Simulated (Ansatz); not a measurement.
**Geometry relaxation, with input and output: SiO₂ (part 2 of 2)**

The same run, continued: SiO₂ (P1, 24 atoms in the cell); DFT PBE, scalar-relativistic, plane waves, PAW, no spin polarisation (Ansatz 0.2.0); cutoff 420 eV, 2×2×2 k-mesh, Gaussian smearing of 0.02 eV. The structure derives from a Materials Project entry. It belongs to a series of runs on one base structure; here: the perfect supercell shaken and relaxed.

Geometry of the input (Å; fractional positions):
```
5.0263  -5.0263  0.0000
-5.0263  -5.0263  0.0000
0.0000  0.0000  -7.3717
Si 0.4993  0.5047  -0.0016
Si 0.0034  0.5044  0.5059
Si -0.0151  1.0009  0.9969
Si 0.4985  1.0062  0.4953
Si 0.7488  0.2459  0.2512
Si 0.2596  0.2540  0.7500
Si 0.2506  0.7554  0.2508
Si 0.7479  0.7571  0.7423
O  0.9190  0.3229  0.3830
O  0.4165  0.3282  0.8780
O  0.4216  0.8330  0.3729
O  0.9274  0.8189  0.8712
O  0.8179  0.0769  0.1306
O  0.3248  0.0845  0.6233
O  0.3253  0.5797  0.1229
O  0.8255  0.5897  0.6256
O  0.6666  0.4168  0.1189
O  0.1761  0.4276  0.6275
O  0.1687  0.9262  0.1207
O  0.6689  0.9054  0.6176
O  0.5739  0.1647  0.3683
O  0.0708  0.1709  0.8649
O  0.0721  0.6802  0.3737
O  0.5782  0.6652  0.8780
```

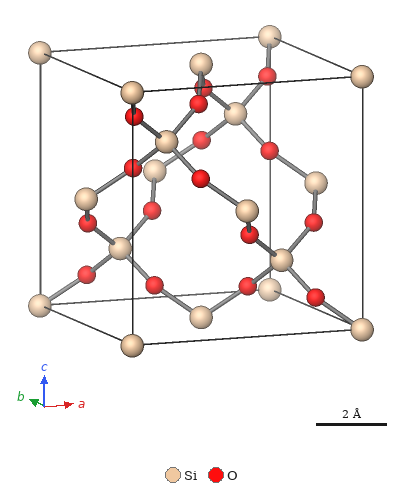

*The geometry at step 3 of the log (ball-and-stick view of the cell of the calculation, seen slightly off an axis).*

Output, continued:
```
  k-point 0: bands = ["-18.3788", "-18.0008", "-18.0008", "-17.9977", "-17.3191", "-17.3191", "-17.3061", "-16.8137", "-16.5721", "-16.5655", "-16.5653", "-16.5599", "-16.5562", "-16.5389", "-16.5386", "-16.5159", "-8.2282", "-7.3672", "-7.3664", "-7.3056", "-5.9453", "-5.9448", "-5.8141", "-5.1197", "-4.8312", "-4.5772", "-4.5450", "-4.4853", "-4.4850", "-4.4116", "-4.3528", "-4.3526", "-2.2223", "-2.2218", "-2.1601", "-1.9321", "-1.9176", "-1.9173", "-1.7365", "-1.6177", "-1.6011", "-1.5087", "-1.5081", "-1.4817", "-1.1618", "-1.1110", "-1.1105", "-1.0568", "-0.9965", "-0.9177", "-0.7208", "-0.7206", "-0.4657", "-0.3182", "-0.3180", "-0.1588", "-0.0068", "-0.0064", "-0.0033", "0.2933", "0.3180", "0.3198", "0.3344", "0.4432", "7.1260", "8.7099", "8.7619", "8.7625", "9.6891", "9.8272", "9.8278", "9.8673", "9.9453", "10.0675", "10.0921", "10.0926", "10.4722", "10.4745", "10.6642", "10.8353", "11.1344", "11.1354", "11.3075", "11.3732", "11.6965", "11.8258", "11.8260", "11.9835"]
  k-point 1: bands = ["-18.3788", "-18.0008", "-18.0008", "-17.9976", "-17.3191", "-17.3191", "-17.3061", "-16.8139", "-16.5721", "-16.5655", "-16.5653", "-16.5600", "-16.5562", "-16.5389", "-16.5386", "-16.5157", "-8.2286", "-7.3672", "-7.3663", "-7.3050", "-5.9453", "-5.9449", "-5.8145", "-5.1197", "-4.8308", "-4.5771", "-4.5452", "-4.4853", "-4.4850", "-4.4118", "-4.3528", "-4.3526", "-2.2224", "-2.2219", "-2.1598", "-1.9324", "-1.9175", "-1.9171", "-1.7360", "-1.6179", "-1.6011", "-1.5090", "-1.5084", "-1.4820", "-1.1615", "-1.1107", "-1.1102", "-1.0566", "-0.9964", "-0.9180", "-0.7208", "-0.7207", "-0.4662", "-0.3184", "-0.3182", "-0.1589", "-0.0069", "-0.0065", "-0.0032", "0.2925", "0.3183", "0.3201", "0.3340", "0.4446", "7.1262", "8.7093", "8.7616", "8.7622", "9.6894", "9.8277", "9.8284", "9.8672", "9.9450", "10.0673", "10.0913", "10.0918", "10.4730", "10.4753", "10.6649", "10.8338", "11.1349", "11.1359", "11.3099", "11.3725", "11.6951", "11.8259", "11.8261", "11.9837"]
  k-point 2: bands = ["-18.3788", "-18.0008", "-18.0008", "-17.9976", "-17.3191", "-17.3191", "-17.3061", "-16.8140", "-16.5721", "-16.5655", "-16.5654", "-16.5600", "-16.5562", "-16.5388", "-16.5386", "-16.5157", "-8.2286", "-7.3670", "-7.3665", "-7.3049", "-5.9453", "-5.9450", "-5.8145", "-5.1198", "-4.8307", "-4.5771", "-4.5453", "-4.4852", "-4.4850", "-4.4119", "-4.3528", "-4.3526", "-2.2223", "-2.2220", "-2.1597", "-1.9325", "-1.9174", "-1.9172", "-1.7359", "-1.6179", "-1.6011", "-1.5089", "-1.5085", "-1.4820", "-1.1615", "-1.1105", "-1.1102", "-1.0566", "-0.9964", "-0.9181", "-0.7208", "-0.7207", "-0.4663", "-0.3184", "-0.3183", "-0.1589", "-0.0069", "-0.0066", "-0.0032", "0.2924", "0.3186", "0.3198", "0.3340", "0.4450", "7.1263", "8.7092", "8.7616", "8.7620", "9.6894", "9.8279", "9.8284", "9.8672", "9.9449", "10.0672", "10.0912", "10.0916", "10.4735", "10.4751", "10.6650", "10.8335", "11.1351", "11.1358", "11.3105", "11.3724", "11.6947", "11.8260", "11.8261", "11.9838"]
  k-point 3: bands = ["-18.3788", "-18.0008", "-18.0008", "-17.9977", "-17.3191", "-17.3191", "-17.3062", "-16.8137", "-16.5721", "-16.5654", "-16.5653", "-16.5599", "-16.5562", "-16.5389", "-16.5387", "-16.5160", "-8.2282", "-7.3671", "-7.3665", "-7.3058", "-5.9452", "-5.9449", "-5.8140", "-5.1197", "-4.8313", "-4.5772", "-4.5450", "-4.4853", "-4.4850", "-4.4116", "-4.3528", "-4.3526", "-2.2222", "-2.2219", "-2.1602", "-1.9320", "-1.9176", "-1.9174", "-1.7367", "-1.6176", "-1.6011", "-1.5085", "-1.5081", "-1.4817", "-1.1620", "-1.1110", "-1.1107", "-1.0568", "-0.9965", "-0.9176", "-0.7207", "-0.7207", "-0.4656", "-0.3181", "-0.3180", "-0.1587", "-0.0067", "-0.0064", "-0.0034", "0.2935", "0.3183", "0.3195", "0.3345", "0.4429", "7.1259", "8.7100", "8.7621", "8.7625", "9.6891", "9.8272", "9.8276", "9.8672", "9.9453", "10.0675", "10.0924", "10.0927", "10.4723", "10.4739", "10.6640", "10.8356", "11.1344", "11.1351", "11.3070", "11.3734", "11.6967", "11.8259", "11.8260", "11.9834"]
--- Relaxed structure (5 steps of the walk, 5 accepted, 0 SCFs on fresh bases) ---
  F+E_penalty+E_count = -14192.83556674 eV   max|allowed force component| = 1.887e-3 eV/Å
  atoms:
    - { symbol: Si, position: [0.49789399736818857, 0.5009102759705713, -0.0012061389538443785] }
    - { symbol: Si, position: [-0.0023015714838420243, 0.5006941289562293, 0.4986313654156014] }
    - { symbol: Si, position: [-0.002110971030951425, 1.0010227892335894, 0.9985281500586364] }
    - { symbol: Si, position: [0.4976094644916875, 1.0006388856246786, 0.498694247085175] }
    - { symbol: Si, position: [0.7477002262955494, 0.2506427613396854, 0.24872538764756424] }
    - { symbol: Si, position: [0.24790382746068573, 0.2510586891602312, 0.7486416772090573] }
    - { symbol: Si, position: [0.24750044823778916, 0.7507570963546124, 0.24859873592891887] }
    - { symbol: Si, position: [0.7478956827219356, 0.7508232056556357, 0.748679387288844] }
    - { symbol: O, position: [0.9187624700728161, 0.3292478127062328, 0.37402175927217773] }
    - { symbol: O, position: [0.4191244164996446, 0.3298503575092949, 0.8736051446066667] }
    - { symbol: O, position: [0.41843110538789086, 0.8293998597386727, 0.37400263854454185] }
    - { symbol: O, position: [0.9191934101309363, 0.8299216866343189, 0.873358892985656] }
    - { symbol: O, position: [0.8266443155569921, 0.07966245149321582, 0.12354575541189192] }
    - { symbol: O, position: [0.32665919081510786, 0.0797234046411409, 0.6238204744830884] }
    - { symbol: O, position: [0.32658054083498905, 0.5796443359847765, 0.12366584367367381] }
    - { symbol: O, position: [0.8266688631414099, 0.5794848082523398, 0.6238525335471613] }
    - { symbol: O, position: [0.6689652257223515, 0.42200196252276956, 0.123892680543455] }
    - { symbol: O, position: [0.16919461679937145, 0.42218282274041763, 0.6234551332153596] }
    - { symbol: O, position: [0.16901775052944895, 0.922064290630745, 0.12354359074371828] }
    - { symbol: O, position: [0.6689026219354888, 0.9217919965180936, 0.6235188351664411] }
    - { symbol: O, position: [0.576383847372185, 0.17162180957574297, 0.3734211909107622] }
    - { symbol: O, position: [0.07667820318184851, 0.1723672530567618, 0.8736937874067788] }
    - { symbol: O, position: [0.07605387433154104, 0.6717792762759804, 0.37320263412193666] }
    - { symbol: O, position: [0.5768790817269364, 0.6721608940242633, 0.8739815615867387] }
```

Trajectory as extended XYZ (Å, eV, eV/Å), 5 frames, from step=1 to step=5:
```
24
Lattice="5.0263 -5.0263 0.0000 -5.0263 -5.0263 0.0000 0.0000 0.0000 -7.3717" Properties=species:S:1:pos:R:3:forces:R:3 step=1 energy=-14191.57333
Si   -0.0273   -5.0467    0.0119    0.4362   1.8754  -1.2214
Si   -2.5182   -2.5526   -3.7294   -0.8540   0.8028   0.9138
Si   -5.1065   -4.9547   -7.3487    1.7912  -1.8307   0.2833
Si   -2.5518   -7.5631   -3.6515    0.7959   1.9072  -1.6971
Si    2.5275   -4.9999   -1.8517   -2.1482  -1.7028  -0.3111
Si    0.0281   -2.5818   -5.5288   -2.3761   3.0804  -0.1289
Si   -2.5373   -5.0567   -1.8491   -0.6362   0.9838   1.2547
Si   -0.0460   -7.5644   -5.4722    2.6099   1.6897  -4.4955
O     2.9961   -6.2421   -2.8237   -0.6114  -0.5027  -0.2031
O     0.4436   -3.7429   -6.4722    0.6092  -1.6635  -1.1286
O    -2.0674   -6.3060   -2.7490    0.0474   0.0590  -0.1440
O     0.5451   -8.7772   -6.4220   -1.3270  -0.0031  -0.2638
O     3.7246   -4.4973   -0.9627    1.8311   0.3974   1.5750
O     1.2079   -2.0574   -4.5951    1.7693  -0.2591   1.0680
O    -1.2785   -4.5488   -0.9057   -0.4627  -0.2743  -0.5645
O     1.1849   -7.1131   -4.6115    2.8046   0.5819   1.6696
O     1.2554   -5.4458   -0.8763    1.2885  -0.0168  -1.2660
O    -1.2641   -3.0340   -4.6256   -0.0266  -0.1397   0.0747
O    -3.8073   -5.5036   -0.8897   -0.3593   0.4762  -0.0949
O    -1.1889   -7.9128   -4.5527   -4.8527  -1.3413   2.7115
O     2.0565   -3.7124   -2.7148   -0.6718  -1.4283   0.4047
O    -0.5031   -1.2153   -6.3761    0.2939   0.0225  -0.3220
O    -3.0567   -3.7810   -2.7551    0.7253   0.2583  -0.3598
O    -0.4372   -6.2494   -6.4721   -0.6762  -2.9723   2.2452
24
Lattice="5.0263 -5.0263 0.0000 -5.0263 -5.0263 0.0000 0.0000 0.0000 -7.3717" Properties=species:S:1:pos:R:3:forces:R:3 step=2 energy=-14192.27853
Si   -0.0246   -5.0535   -0.0032    0.3628   1.4276  -0.6555
Si   -2.5173   -2.5382   -3.7121   -0.6512   0.5937   0.6458
Si   -5.0780   -4.9856   -7.3465    1.1780  -1.0217   0.0975
Si   -2.5611   -7.5479   -3.6523    0.7181   1.2719  -1.0192
Si    2.5266   -5.0163   -1.8475   -1.2620  -0.7468  -0.1440
Si    0.0097   -2.5610   -5.5349   -1.6214   2.0030  -0.0508
Si   -2.5424   -5.0360   -1.8422   -0.3828   0.6030   0.7438
Si   -0.0353   -7.5610   -5.4810    1.6649   1.1363  -2.7224
O     2.9927   -6.2477   -2.8152   -0.3647  -0.4017  -0.1387
O     0.4357   -3.7451   -6.4840    0.3687  -1.1266  -0.6623
O    -2.0765   -6.2859   -2.7507   -0.0330   0.0170  -0.1315
O     0.5307   -8.7858   -6.4275   -1.0200   0.0690  -0.0233
O     3.7474   -4.5230   -0.9451    1.0046   0.1818   0.8965
O     1.2097   -2.0484   -4.5951    1.0746  -0.2841   0.6062
O    -1.2773   -4.5479   -0.9152   -0.2323  -0.2441  -0.3270
O     1.2093   -7.0986   -4.6017    1.5541   0.3370   0.8958
O     1.2619   -5.4620   -0.8938    0.6873  -0.0803  -0.7414
O    -1.2708   -3.0196   -4.6177    0.1721  -0.1412  -0.0694
O    -3.7957   -5.5067   -0.8928   -0.3284   0.3239   0.0340
O    -1.2179   -7.9140   -4.5482   -2.8595  -0.9188   1.3981
O     2.0488   -3.7246   -2.7155   -0.3926  -0.9857   0.2297
O    -0.5063   -1.2175   -6.3854    0.2521  -0.1822  -0.1489
O    -3.0489   -3.7607   -2.7460    0.5394   0.0731  -0.1577
O    -0.4411   -6.2714   -6.4703   -0.4295  -1.9047   1.4446
24
Lattice="5.0263 -5.0263 0.0000 -5.0263 -5.0263 0.0000 0.0000 0.0000 -7.3717" Properties=species:S:1:pos:R:3:forces:R:3 step=3 energy=-14192.83408
Si   -0.0133   -5.0187    0.0042    0.0008  -0.0294  -0.0254
Si   -2.5270   -2.5068   -3.6749    0.0063  -0.0043   0.0140
Si   -5.0449   -5.0238   -7.3562    0.0207  -0.0106   0.0220
Si   -2.5266   -7.5286   -3.6777   -0.0315  -0.0168  -0.0142
Si    2.5004   -5.0173   -1.8362   -0.0049  -0.0407  -0.0032
Si   -0.0201   -2.5117   -5.5170    0.0000  -0.0044  -0.0191
Si   -2.5356   -5.0159   -1.8302    0.0032   0.0124   0.0191
Si   -0.0114   -7.5299   -5.5206   -0.0266  -0.0026  -0.0163
O     2.9680   -6.2683   -2.7656   -0.0122  -0.0114   0.0032
O     0.4478   -3.7576   -6.4516   -0.0116  -0.0082   0.0177
O    -2.0754   -6.2642   -2.7632    0.0119   0.0059   0.0059
O     0.4452   -8.7911   -6.4383    0.0118  -0.0016  -0.0055
O     3.7563   -4.5597   -0.9118    0.0151   0.0059   0.0074
O     1.2410   -2.0515   -4.6024    0.0194   0.0192   0.0186
O    -1.2700   -4.5581   -0.9182   -0.0061   0.0109   0.0057
O     1.2483   -7.0682   -4.6037    0.0233   0.0074   0.0074
O     1.2447   -5.4868   -0.9149    0.0034   0.0222  -0.0191
O    -1.2701   -2.9899   -4.5903   -0.0110   0.0397   0.0001
O    -3.7824   -5.4909   -0.8988   -0.0099   0.0200  -0.0212
O    -1.2644   -7.9894   -4.5923   -0.0187   0.0038   0.0004
O     2.0384   -3.7565   -2.7515   -0.0016   0.0019   0.0030
O    -0.4896   -1.2478   -6.4274    0.0024  -0.0032  -0.0204
O    -3.0041   -3.7498   -2.7388    0.0113  -0.0127  -0.0119
O    -0.4759   -6.2762   -6.4465    0.0046  -0.0039   0.0315
24
Lattice="5.0263 -5.0263 0.0000 -5.0263 -5.0263 0.0000 0.0000 0.0000 -7.3717" Properties=species:S:1:pos:R:3:forces:R:3 step=4 energy=-14192.83408
Si   -0.0133   -5.0187    0.0042    0.0010  -0.0295  -0.0254
Si   -2.5270   -2.5068   -3.6749    0.0062  -0.0042   0.0142
Si   -5.0449   -5.0238   -7.3562    0.0208  -0.0103   0.0223
Si   -2.5266   -7.5286   -3.6777   -0.0315  -0.0169  -0.0145
Si    2.5004   -5.0173   -1.8362   -0.0053  -0.0404  -0.0037
Si   -0.0201   -2.5117   -5.5170    0.0007  -0.0042  -0.0186
Si   -2.5356   -5.0159   -1.8302    0.0034   0.0123   0.0187
Si   -0.0114   -7.5299   -5.5206   -0.0272  -0.0025  -0.0163
O     2.9680   -6.2683   -2.7656   -0.0124  -0.0114   0.0034
O     0.4478   -3.7576   -6.4516   -0.0114  -0.0086   0.0174
O    -2.0754   -6.2642   -2.7632    0.0122   0.0059   0.0057
O     0.4452   -8.7911   -6.4383    0.0118  -0.0013  -0.0052
O     3.7563   -4.5597   -0.9118    0.0149   0.0064   0.0073
O     1.2410   -2.0515   -4.6024    0.0193   0.0190   0.0184
O    -1.2700   -4.5581   -0.9182   -0.0056   0.0108   0.0060
O     1.2483   -7.0682   -4.6037    0.0230   0.0081   0.0072
O     1.2447   -5.4868   -0.9149    0.0028   0.0222  -0.0189
O    -1.2701   -2.9899   -4.5903   -0.0106   0.0395   0.0002
O    -3.7824   -5.4909   -0.8988   -0.0095   0.0192  -0.0211
O    -1.2644   -7.9894   -4.5923   -0.0187   0.0041   0.0001
O     2.0384   -3.7565   -2.7515   -0.0017   0.0017   0.0029
O    -0.4896   -1.2478   -6.4274    0.0021  -0.0035  -0.0200
O    -3.0041   -3.7498   -2.7388    0.0112  -0.0125  -0.0117
O    -0.4759   -6.2762   -6.4465    0.0047  -0.0038   0.0313
24
Lattice="5.0263 -5.0263 0.0000 -5.0263 -5.0263 0.0000 0.0000 0.0000 -7.3717" Properties=species:S:1:pos:R:3:forces:R:3 step=5 energy=-14192.83557
Si   -0.0152   -5.0203    0.0089    0.0002  -0.0002   0.0004
Si   -2.5282   -2.5051   -3.6758   -0.0005   0.0005   0.0000
Si   -5.0420   -5.0208   -7.3609    0.0010   0.0003  -0.0005
Si   -2.5284   -7.5306   -3.6762   -0.0009  -0.0003   0.0001
Si    2.4984   -5.0180   -1.8335   -0.0002  -0.0002   0.0003
Si   -0.0159   -2.5079   -5.5188    0.0000   0.0007  -0.0002
Si   -2.5295   -5.0175   -1.8326    0.0011   0.0001  -0.0003
Si   -0.0147   -7.5330   -5.5191   -0.0012  -0.0005  -0.0001
O     2.9631   -6.2729   -2.7572   -0.0005  -0.0004   0.0011
O     0.4487   -3.7646   -6.4400    0.0001  -0.0008   0.0006
O    -2.0657   -6.2720   -2.7570    0.0010  -0.0007   0.0008
O     0.4487   -8.7916   -6.4382    0.0005   0.0001  -0.0004
O     3.7546   -4.5554   -0.9107   -0.0003   0.0002   0.0002
O     1.2412   -2.0426   -4.5986    0.0003   0.0007   0.0005
O    -1.2720   -4.5550   -0.9116   -0.0004   0.0001   0.0008
O     1.2424   -7.0677   -4.5989   -0.0002  -0.0002   0.0006
O     1.2413   -5.4835   -0.9133   -0.0003   0.0003   0.0002
O    -1.2716   -2.9724   -4.5959   -0.0001   0.0019  -0.0005
O    -3.7850   -5.4841   -0.9107   -0.0004   0.0007  -0.0011
O    -1.2711   -7.9953   -4.5964   -0.0005  -0.0002  -0.0001
O     2.0345   -3.7597   -2.7528   -0.0002  -0.0002  -0.0004
O    -0.4810   -1.2518   -6.4406    0.0009  -0.0006  -0.0011
O    -2.9943   -3.7588   -2.7511    0.0009  -0.0010  -0.0016
O    -0.4789   -6.2780   -6.4428    0.0000  -0.0004   0.0008
```
